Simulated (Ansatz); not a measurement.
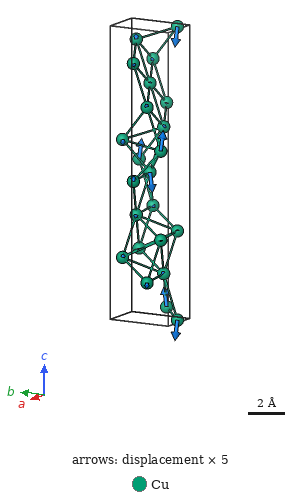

A relaxation of an interface cell of composition Cu. The starting structure is drawn; blue arrows show the displacements (the part carried along by the change of the cell is left out), 5 times their true length.

The picture is a ball-and-stick view of the cell of the calculation (origin shifted), seen from a free direction.

Case: symmetric tilt boundary Sigma 5 (2 1 0), mirror between planes, shift [0.5, 0].

Level of theory: DFT PBE, scalar-relativistic, plane waves, PAW in Ansatz 0.2.0.

The input:
```yaml
crystal:
  lattice:
    - [3.6297482978, 0.0, 0.0]
    - [-1.8148741489, 4.0581819676, 0.0]
    - [0.0, 0.0, 16.5327278703]
  atoms:
    - { symbol: Cu, position: [0.4, 0.8, 0.0736390631] }
    - { symbol: Cu, position: [0.2, 0.4, 0.2700098979] }
    - { symbol: Cu, position: [0.7, 0.4, 0.0245463544] }
    - { symbol: Cu, position: [0.5, 1.0, 0.2209171892] }
    - { symbol: Cu, position: [0.9, 0.8, 0.3191026066] }
    - { symbol: Cu, position: [0.8, 0.6, 0.1718244805] }
    - { symbol: Cu, position: [0.6, 0.2, 0.3681953153] }
    - { symbol: Cu, position: [0.1, 0.2, 0.1227317718] }
    - { symbol: Cu, position: [0.3, 0.6, 0.417288024] }
    - { symbol: Cu, position: [1.0, 1.0, 0.4663807327] }
    - { symbol: Cu, position: [0.9, 0.8, 0.917288024] }
    - { symbol: Cu, position: [0.7, 0.4, 0.7209171892] }
    - { symbol: Cu, position: [0.2, 0.4, 0.9663807327] }
    - { symbol: Cu, position: [0.0, 1.0, 0.7700098979] }
    - { symbol: Cu, position: [0.4, 0.8, 0.6718244805] }
    - { symbol: Cu, position: [0.3, 0.6, 0.8191026066] }
    - { symbol: Cu, position: [0.1, 0.2, 0.6227317718] }
    - { symbol: Cu, position: [0.6, 0.2, 0.8681953153] }
    - { symbol: Cu, position: [0.8, 0.6, 0.5736390631] }
    - { symbol: Cu, position: [0.5, 1.0, 0.5245463544] }
basis:
  ecutwfc: 420
kpoints:
  mp_grid: { grid: [10, 10, 2] }
hamiltonian:
  xc: pbe
scf:
  occupations: { method: gaussian, width: 0.1 }
output:
  forces: true
  stress: true
  eigenvalues: true
  populations: true
  write_density: true
  write_potential: true
  elf: true
  volumetric_format: npy
relax:
  adjacent_minimum: "off"
  f_tol: 0.02
  max_steps: 60
  cell: { fix: [a, b, alpha, beta, gamma], stress_tol: 0.1 }
```

Launched with:
```bash
ansatz run input.yaml --threads 4 --pin off --max-ram 11264MiB --backend cpu --events-out ev --progress --plain --runs-dir out
```

### What happened in the run?

The largest moves relative to the cell, 0.24 Å, are those of Cu3, Cu10, Cu13 and Cu20. Cu13 goes along [0 −1 −2]. Cell: a unchanged at 3.630 Å, b unchanged at 4.446 Å, c 16.533 → 16.730 Å (+1.2 %). Volume +1.2 %. Some distances before and after: Cu10–Cu17 2.709 → 2.995 Å, Cu10–Cu20 2.054 → 2.327 Å, Cu10–Cu19 2.404 → 2.567 Å, Cu13–Cu16 2.567 → 2.424 Å. After 4 accepted moves (5 points after the start) the energy has fallen by 1.684 eV per cell of the calculation. The largest force component goes from 3.6 to 0.0018 eV/Å. Pressure: 6.09 GPa at the start and 1.49 GPa at the end. At 1 point the geometry stayed and the basis and grid were re-selected for the new cell (energy shift of 2.1 meV per cell of the calculation at most each time).
